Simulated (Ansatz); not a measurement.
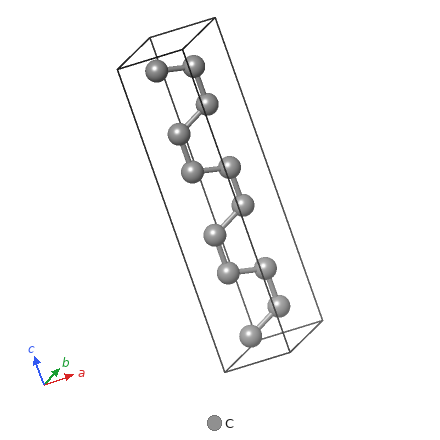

The system is C (P6_3/mmc, No. 194; 12 atoms in the cell); the picture shows the reference structure. 
- Gamma surface: rigid slide across a plane, one fault a cell; the plane is (0 0 1) of the conventional cell.
- Places are given modulo a cell vector. The map is drawn in real space over the plane of the slide.
- Nothing is relaxed (rigid halves, spacing across the cut fixed).
- Grid: 12 × 12 points; 19 points were computed and 125 follow by symmetry.
- Energies: J/m², counted from the lowest grid point.
- The band gap closes in part of the range.
- Method: DFT PBEsol, scalar-relativistic, plane waves, PAW in Ansatz. Settings: cutoff 520 eV, k-mesh 10×10×2 in the order of the run's cell vectors, gaussian smearing 0.05 eV, no spin polarisation.

Its coordinates:

```
CELL_PARAMETERS angstrom
-2.49877 0.00000 0.00000
-1.24938 -2.16399 0.00000
0.00000 0.00000 12.48181
ATOMIC_POSITIONS crystal
C 0.33333 0.33333 0.93763
C 0.33333 0.33333 0.27097
C 0.33333 0.33333 0.60430
C 0.66667 0.66667 0.10430
C 0.66667 0.66667 0.43763
C 0.66667 0.66667 0.77097
C 0.33333 0.33333 0.06243
C 0.33333 0.33333 0.39577
C 0.33333 0.33333 0.72910
C 0.66667 0.66667 0.22910
C 0.66667 0.66667 0.56243
C 0.66667 0.66667 0.89577
```

The input of one point:

```yaml
crystal:
  lattice:
    - [-2.4987654889, 0.0, 0.0]
    - [-1.2493827445, -2.1639943915, 0.0]
    - [0.0, 0.0, 12.4818111268]
  atoms:
    - { symbol: C, position: [0.3333333333, 0.3333333333, 0.0209329843] }
    - { symbol: C, position: [0.3333333333, 0.3333333333, 0.3542663177] }
    - { symbol: C, position: [0.3333333333, 0.3333333333, 0.687599651] }
    - { symbol: C, position: [0.6666666667, 0.6666666667, 0.187599651] }
    - { symbol: C, position: [0.6666666667, 0.6666666667, 0.5209329843] }
    - { symbol: C, position: [0.6666666667, 0.6666666667, 0.8542663177] }
    - { symbol: C, position: [0.3333333333, 0.3333333333, 0.1457336823] }
    - { symbol: C, position: [0.3333333333, 0.3333333333, 0.4790670157] }
    - { symbol: C, position: [0.3333333333, 0.3333333333, 0.812400349] }
    - { symbol: C, position: [0.6666666667, 0.6666666667, 0.312400349] }
    - { symbol: C, position: [0.6666666667, 0.6666666667, 0.6457336823] }
    - { symbol: C, position: [0.6666666667, 0.6666666667, 0.9790670157] }
basis:
  ecutwfc: 520.0
kpoints:
  mp_grid: { grid: [10, 10, 2] }
hamiltonian:
  xc: pbesol
  pseudopotentials: { kind: paw, azcp: { folder: soft_1 } }
scf:
  occupations: { method: gaussian, width: 0.05 }
output:
  forces: true
  stress: true
  eigenvalues: true
  write_density: true
  write_potential: true
  elf: true
  volumetric_format: npy
```

Range: slide along a1 from 0.000 to 0.917; slide along a2 from 0.000 to 0.917.

Predict the map.

The lowest grid point is at (0/12, 0/12) of the cell vectors. The highest grid point, (4/12, 4/12) of the cell vectors, lies 13.5 J/m² above the lowest. On the interpolated surface the easiest way out of the lowest well to its copy in the next cell or period passes a barrier of about 12 J/m².

```
slide along a2 ↓, slide along a1 →  0/12  1/12  2/12  3/12  4/12  5/12  6/12  7/12  8/12  9/12  10/12  11/12
                             11/12   0.5   0.5   1.4   3.3   6.0   9.1  11.8  11.8   9.1   6.0    3.3    1.4
                             10/12   1.9   1.4   1.9   3.3   5.5   8.4  11.3  12.8  11.3   8.4    5.5    3.3
                              9/12   4.2   3.3   3.3   4.2   6.0   8.4  11.0  13.0  13.0  11.0    8.4    6.0
                              8/12   7.2   6.0   5.5   6.0   7.2   9.1  11.3  13.0  13.5  13.0   11.3    9.1
                              7/12  10.4   9.1   8.4   8.4   9.1  10.4  11.8  12.8  13.0  13.0   12.8   11.8
                              6/12  12.3  11.8  11.3  11.0  11.3  11.8  12.3  11.8  11.3  11.0   11.3   11.8
                              5/12  10.4  11.8  12.8  13.0  13.0  12.8  11.8  10.4   9.1   8.4    8.4    9.1
                              4/12   7.2   9.1  11.3  13.0  13.5  13.0  11.3   9.1   7.2   6.0    5.5    6.0
                              3/12   4.2   6.0   8.4  11.0  13.0  13.0  11.0   8.4   6.0   4.2    3.3    3.3
                              2/12   1.9   3.3   5.5   8.4  11.3  12.8  11.3   8.4   5.5   3.3    1.9    1.4
                              1/12   0.5   1.4   3.3   6.0   9.1  11.8  11.8   9.1   6.0   3.3    1.4    0.5
                              0/12   0.0   0.5   1.9   4.2   7.2  10.4  12.3  10.4   7.2   4.2    1.9    0.5
```

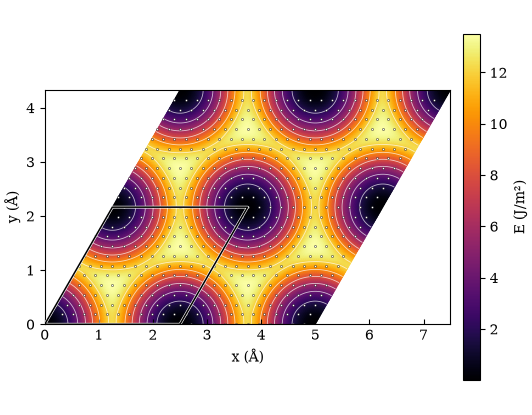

In the figure: a smooth colour map with a few white contour lines, dots at the grid points, the outline of one cell of the 2 × 2 shown. Between grid points the surface is interpolated.

Each point was launched as `ansatz run input.yaml --threads 2 --pin off --max-ram 4096MiB --backend cpu --events-out ev --progress --plain --runs-dir out`. The whole map (19 points run) took 7.6 min on 2 threads of Arm Neoverse N1 (shared host).
